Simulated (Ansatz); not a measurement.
# Calculations on Be16C

## 1. Relaxation

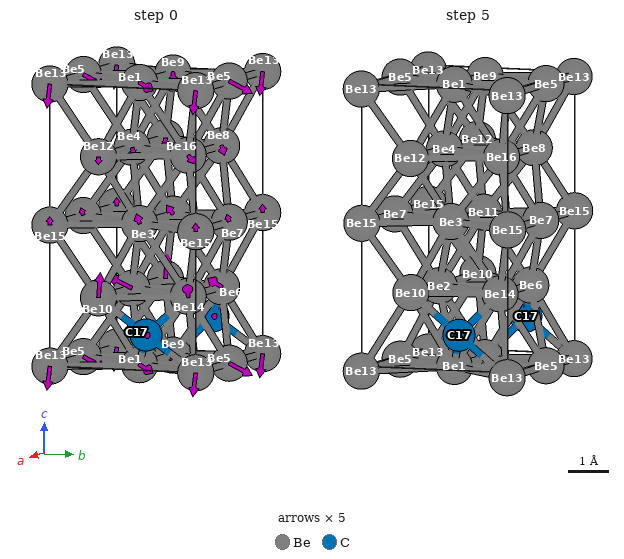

The structure of a defect cell of composition Be16C before (left) and after (right) a relaxation, at one scale. The purple arrows give the displacements, 5 times their true length.

Style: ball-and-stick. Shown: the cell of the calculation, slightly off an axis.

It is an interstitial C in hcp Be. The run prepares an end point of a later path (interstitial hop) calculation, from a guessed geometry.

Theory: Ansatz 0.2.0, DFT PBE-D3(BJ), scalar-relativistic, plane waves, PAW.

Input file:
```yaml
crystal:
  lattice:
    - [-2.29, -3.966396, 0.0]
    - [3.435, -1.983198, 0.0]
    - [0.0, 0.0, 7.17686]
  atoms:
    - { symbol: Be, position: [0.75, 0.5, 0.0] }
    - { symbol: Be, position: [0.5, 0.3333333, 0.25] }
    - { symbol: Be, position: [0.75, 0.5, 0.5] }
    - { symbol: Be, position: [0.5, 0.3333333, 0.75] }
    - { symbol: Be, position: [0.5, 0.0, 0.0] }
    - { symbol: Be, position: [0.25, 0.8333333, 0.25] }
    - { symbol: Be, position: [0.5, 0.0, 0.5] }
    - { symbol: Be, position: [0.25, 0.8333333, 0.75] }
    - { symbol: Be, position: [0.25, 0.5, 0.0] }
    - { symbol: Be, position: [0.0, 0.3333333, 0.25] }
    - { symbol: Be, position: [0.25, 0.5, 0.5] }
    - { symbol: Be, position: [0.0, 0.3333333, 0.75] }
    - { symbol: Be, position: [0.0, 0.0, 0.0] }
    - { symbol: Be, position: [0.75, 0.8333333, 0.25] }
    - { symbol: Be, position: [0.0, 0.0, 0.5] }
    - { symbol: Be, position: [0.75, 0.8333333, 0.75] }
    - { symbol: C, position: [0.007071, 0.6625656, 0.1263104] }
basis:
  ecutwfc: 420.0
kpoints:
  mp_grid: { grid: [5, 5, 3] }
hamiltonian:
  xc: pbe
  dispersion: d3bj
scf:
  occupations: { method: gaussian, width: 0.15 }
  lower_state_search: "off"
relax:
  f_tol: 0.03
  max_steps: 60
  adjacent_minimum: "off"
```

Command:
```bash
ansatz run input.yaml --threads 1 --pin off --max-ram 3072MiB --backend cpu --events-out ev --progress --plain --runs-dir out
```

> Describe what moved and what it gained.

After 4 accepted moves (5 points after the start) the energy has fallen by 0.815 eV per cell of the calculation. Largest force component: 2 eV/Å at the start, 0.015 eV/Å at the end. 1 step only repeated the SCF at the same geometry. The largest moves, 0.14 Å, are those of Be2 and Be5. Be2 goes roughly along [0 −3 1]. By element the largest moves are Be 0.14 Å, C 0.03 Å. The cell stays as it was. Some distances before and after: Be10–Be13 2.229 → 2.458 Å, Be1–Be10 2.229 → 2.436 Å, Be13–Be14 2.229 → 2.429 Å, Be1–Be9 2.290 → 2.479 Å. Among the angles between lasting bonds that change: Be6–C17–Be10 93.1° → 86.7°, Be13–C17–Be14 86.9° → 93.2°, Be1–C17–Be10 88.3° → 93.6°. The run took 47 s on 1 thread of Arm Neoverse V2, on a shared host, peak memory 0.41 GiB.

Limits of the set-up: the periodic images lie only 4.0 Å apart, so the values are limited by the cell's size.

## 2. Relaxation

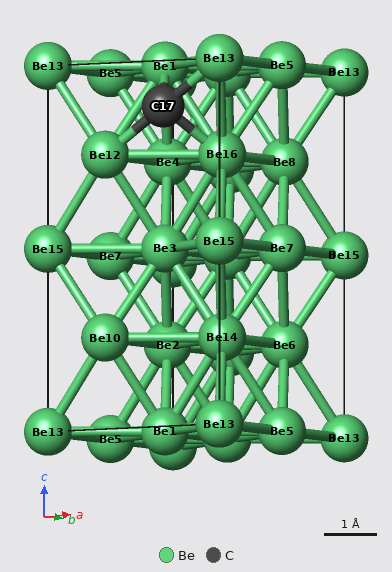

Starting structure of a defect cell of composition Be$_{16}$C. The picture is a ball-and-stick view of the cell of the calculation, reduced to other axes, seen from a free direction. Lengths and directions refer to the drawn axes.

It is an interstitial C in hcp Be. The run prepares an end point of a later path (interstitial hop) calculation, from a guessed geometry.

These are results of Ansatz, DFT PBE-D3(BJ), scalar-relativistic, plane waves, PAW, not measurements.

Input
```yaml
crystal:
  lattice:
    - [-2.29, -3.966396, 0.0]
    - [3.435, -1.983198, 0.0]
    - [0.0, 0.0, 7.17686]
  atoms:
    - { symbol: Be, position: [0.75000007, 0.50000004, 0.0] }
    - { symbol: Be, position: [0.50000004, 0.33333336, 0.25] }
    - { symbol: Be, position: [0.75000007, 0.50000004, 0.5] }
    - { symbol: Be, position: [0.50000004, 0.33333336, 0.75] }
    - { symbol: Be, position: [0.50000003, 2.0e-08, 0.0] }
    - { symbol: Be, position: [0.25000004, 0.83333336, 0.25] }
    - { symbol: Be, position: [0.50000003, 2.0e-08, 0.5] }
    - { symbol: Be, position: [0.25000004, 0.83333336, 0.75] }
    - { symbol: Be, position: [0.25000003, 0.50000002, 0.0] }
    - { symbol: Be, position: [1.0e-08, 0.33333334, 0.25] }
    - { symbol: Be, position: [0.25000003, 0.50000002, 0.5] }
    - { symbol: Be, position: [1.0e-08, 0.33333334, 0.75] }
    - { symbol: Be, position: [0.0, 0.0, 0.0] }
    - { symbol: Be, position: [0.75000008, 0.83333338, 0.25] }
    - { symbol: Be, position: [0.0, 0.0, 0.5] }
    - { symbol: Be, position: [0.75000008, 0.83333338, 0.75] }
    - { symbol: C, position: [-0.01646777, 0.65943934, -0.12380707] }
basis:
  ecutwfc: 420.0
kpoints:
  mp_grid: { grid: [5, 5, 3] }
hamiltonian:
  xc: pbe
  dispersion: d3bj
scf:
  occupations: { method: gaussian, width: 0.15 }
  lower_state_search: "off"
relax:
  f_tol: 0.03
  max_steps: 60
  adjacent_minimum: "off"
```

Command:
```bash
ansatz run input.yaml --threads 1 --pin off --max-ram 3072MiB --backend cpu --events-out ev --progress --plain --runs-dir out
```

Where does the relaxation end?

The largest moves, 0.14 Å, are those of Be4 and Be5. Be4 goes roughly along [−3 0 −1]. Largest moves by element: Be 0.14 Å, C 0.08 Å. The lattice vectors keep their values. Some distances before and after: Be12–Be13 2.229 → 2.455 Å, Be13–Be16 2.229 → 2.429 Å, Be1–Be9 2.290 → 2.478 Å, Be1–Be9 (another image) 2.290 → 2.102 Å. Among the angles between lasting bonds that change: Be8–C17–Be13 85.3° → 93.2°, Be1–C17–Be16 92.3° → 85.0°, Be12–C17–Be16 93.5° → 86.7°. After 4 geometry steps the energy has fallen by 0.910 eV per cell of the calculation. Largest force component: 2.9 eV/Å at the start, 0.0082 eV/Å at the end.

The structure at the end:

```
CELL_PARAMETERS angstrom
-2.29000 -3.96640 0.00000
3.43500 -1.98320 0.00000
0.00000 0.00000 7.17686
ATOMIC_POSITIONS crystal
Be 0.72851 0.50962 0.00753
Be 0.49901 0.33641 0.25611
Be 0.74378 0.49298 0.49326
Be 0.49903 0.30033 0.74196
Be 0.49896 0.03228 0.00834
Be 0.25426 0.83970 0.25684
Be 0.49907 0.99630 0.49411
Be 0.26935 0.82290 0.74275
Be 0.26958 0.50967 0.00752
Be 0.99904 0.33283 0.25636
Be 0.25428 0.49307 0.49325
Be 0.99905 0.33588 0.73191
Be 0.99895 0.99619 0.01785
Be 0.74378 0.83968 0.25687
Be 0.99908 0.99972 0.49370
Be 0.72874 0.82286 0.74275
C 0.99905 0.66568 0.87508
```

After the run, drawn alike:

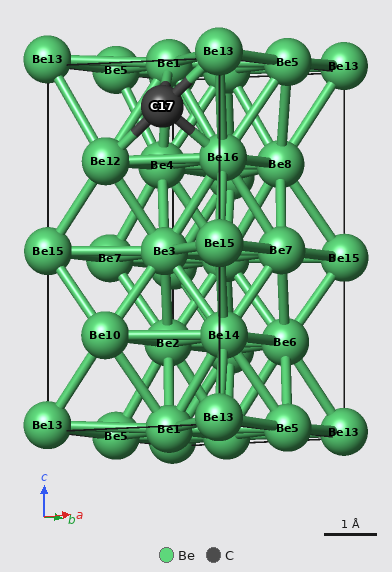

Limits of the set-up: the periodic images lie only 4.0 Å apart, so the values are limited by the cell's size.

## 3. Path

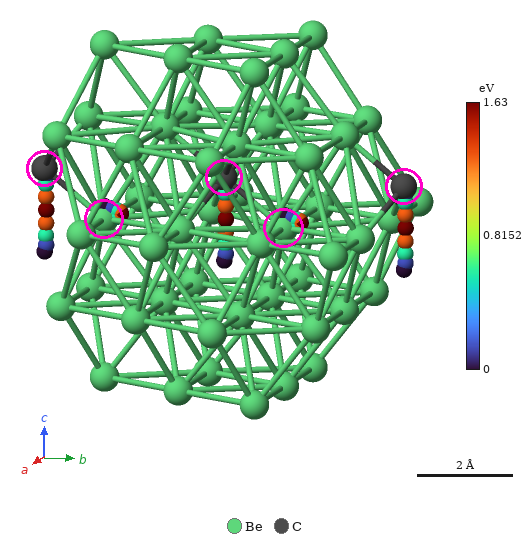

A nudged-elastic-band calculation for Be with an interstitial C (17 atoms in the cell). Images are numbered from 0 (start) to 8 (end). The start is drawn whole; smaller spheres mark the moving atoms (Be, C) in the later images, joined by lines and coloured by the energy of the image relative to the start. The picture is a ball-and-stick view of the atoms within 4.5 Å of the middle of the path, seen slightly off an axis. The atoms that move most are ringed. Bonds to atoms that aren't drawn are left out.

The calculation used Ansatz, DFT PBE-D3(BJ), scalar-relativistic, plane waves, PAW.

Input
```yaml
crystal:
  lattice:
    - [-2.29, -3.966396, 0.0]
    - [3.435, -1.983198, 0.0]
    - [0.0, 0.0, 7.17686]
  atoms:
    - { symbol: Be, position: [0.72977136, 0.51009321, -0.00738202] }
    - { symbol: Be, position: [0.50043053, 0.30018698, 0.25815751] }
    - { symbol: Be, position: [0.74512289, 0.49314648, 0.50695258] }
    - { symbol: Be, position: [0.50040239, 0.33663717, 0.74410598] }
    - { symbol: Be, position: [0.50042216, 0.03295757, -0.00829208] }
    - { symbol: Be, position: [0.27067785, 0.82292718, 0.25729768] }
    - { symbol: Be, position: [0.50040284, -0.00349467, 0.50589003] }
    - { symbol: Be, position: [0.25567369, 0.84006177, 0.74327304] }
    - { symbol: Be, position: [0.27105314, 0.51008852, -0.00738676] }
    - { symbol: Be, position: [0.00044105, 0.33612213, 0.26856261] }
    - { symbol: Be, position: [0.25570022, 0.49313629, 0.50695341] }
    - { symbol: Be, position: [0.00040161, 0.3330467, 0.74389797] }
    - { symbol: Be, position: [0.00042016, -0.00399641, -0.01778458] }
    - { symbol: Be, position: [0.73020171, 0.82296666, 0.2573086] }
    - { symbol: Be, position: [0.00039871, -0.00017575, 0.50641729] }
    - { symbol: Be, position: [0.74513433, 0.84006339, 0.74327942] }
    - { symbol: C, position: [0.00041635, 0.66546479, 0.12505972] }
basis:
  ecutwfc: 420.0
kpoints:
  mp_grid: { grid: [5, 5, 3] }
hamiltonian:
  xc: pbe
  dispersion: d3bj
scf:
  occupations: { method: gaussian, width: 0.15 }
  lower_state_search: "off"
neb:
  images: 7
  f_tol: 0.05
  initial_path: linear
  max_iterations: 18
  final_atoms:
    - { symbol: Be, position: [0.72851414, 0.50962449, 0.00752498] }
    - { symbol: Be, position: [0.49901242, 0.3364088, 0.25610863] }
    - { symbol: Be, position: [0.74377577, 0.49298205, 0.49325671] }
    - { symbol: Be, position: [0.49902925, 0.30033363, 0.74195975] }
    - { symbol: Be, position: [0.49895888, 0.03227909, 0.00834237] }
    - { symbol: Be, position: [0.25426101, 0.83970104, 0.25683885] }
    - { symbol: Be, position: [0.4990667, -0.0037013, 0.49411502] }
    - { symbol: Be, position: [0.26935185, 0.8229, 0.74275367] }
    - { symbol: Be, position: [0.2695841, 0.5096716, 0.00752068] }
    - { symbol: Be, position: [-0.00096264, 0.33283289, 0.25636303] }
    - { symbol: Be, position: [0.25428353, 0.49306594, 0.49325325] }
    - { symbol: Be, position: [-0.00095158, 0.33587847, 0.73190968] }
    - { symbol: Be, position: [-0.00104534, -0.00380548, 0.01785101] }
    - { symbol: Be, position: [0.74378484, 0.83967981, 0.25686586] }
    - { symbol: Be, position: [-0.00092327, -0.00028376, 0.49369745] }
    - { symbol: Be, position: [0.72874214, 0.82286239, 0.74275459] }
    - { symbol: C, position: [-0.00094896, 0.66567673, -0.12492258] }
  order_check: false
```

Command:
```bash
ansatz run input.yaml --threads 1 --pin off --max-ram 3072MiB --backend cpu --events-out ev --progress --plain --runs-dir out
```

**What moves, how far, and at what cost in energy?**

The C atom travels furthest, 1.79 Å from end to end, along −c, on a straight line. At the highest image its nearest neighbour (Be) is 1.61 Å away, against 1.66 Å at the start, and the surrounding atoms stand up to 0.35 Å off the mean of their end positions. The barrier is about 1.63 eV in both directions, with image 4 at the top; the ends have the same energy. The band converged in 7 iterations, with a climbing image at the top.

Limits of the set-up: the periodic images lie only 4.0 Å apart, so the values are limited by the cell's size.
